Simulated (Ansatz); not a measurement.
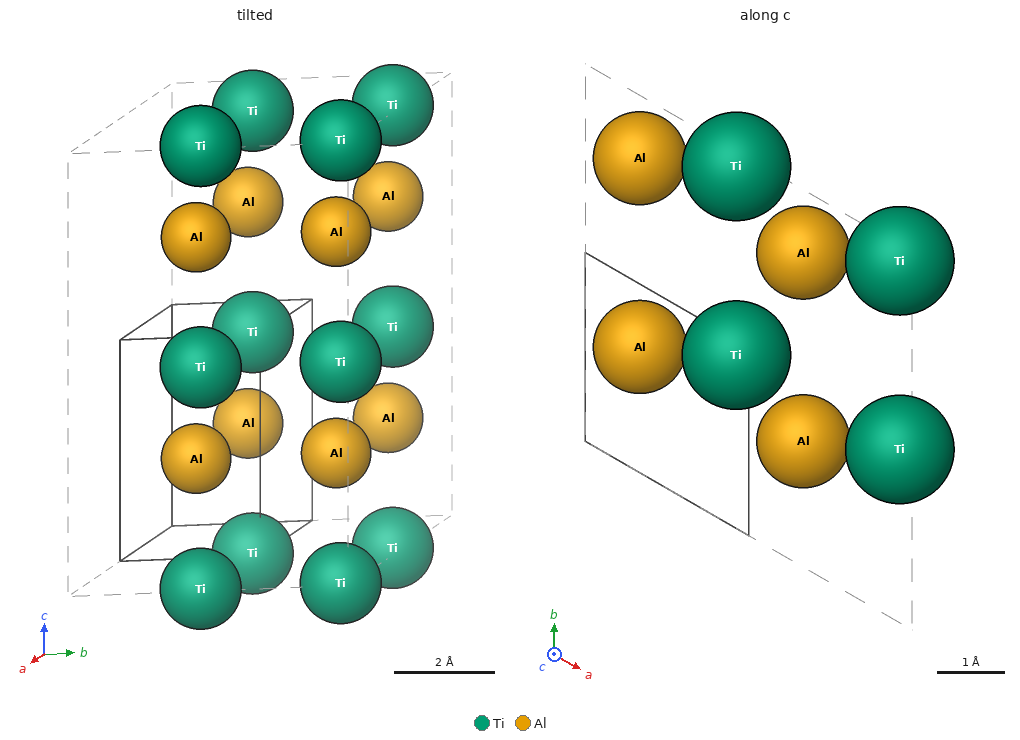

Spheres-only representation of a periodic structure, projected slightly off an axis and along the c axis. The solid frame is a single simulation cell within a 2×2×2 block.

Input deck:
```yaml
crystal:
  lattice:
    - [2.8478212847, 0.0, 0.0]
    - [-1.4239106423, 2.466285578, 0.0]
    - [0.0, 0.0, 4.6199447394]
  atoms:
    - { symbol: Ti, position: [-0.0756613679, -0.0810936097, 0.0] }
    - { symbol: Al, position: [0.3333333333, 0.6666666667, 0.5] }
basis:
  ecutwfc: 420
kpoints:
  mp_grid: { grid: [24, 24, 14] }
hamiltonian:
  xc: pbesol
scf:
  occupations: { method: gaussian, width: 0.15 }
output:
  forces: true
  stress: true
  eigenvalues: true
  write_density: true
  write_potential: true
  elf: true
  volumetric_format: npy
```
Run as:
```sh
ansatz run input.yaml --threads 2 --pin off --max-ram 5120MiB --backend cpu --events-out ev --progress --plain --runs-dir out
```

Electronic-structure method: DFT PBEsol, scalar-relativistic, plane waves, PAW in Ansatz 0.2.0. Parameters: an energy cutoff of 420 eV, k-point mesh 24×24×14, Gaussian smearing of 0.15 eV, no spin polarisation.

> Classify it as metallic or gapped, with the value.

A metal: bands cross the Fermi level.

> Give the pressure and its sign.

The computed pressure is 0.5 GPa (compressed: it would expand). The stress isn't hydrostatic: its largest component is 3.4 GPa.

The structure was taken from a structure listed in the Materials Project. The cell was then strained or its atoms displaced on purpose. Ansatz was used for an electronic-structure calculation on it.
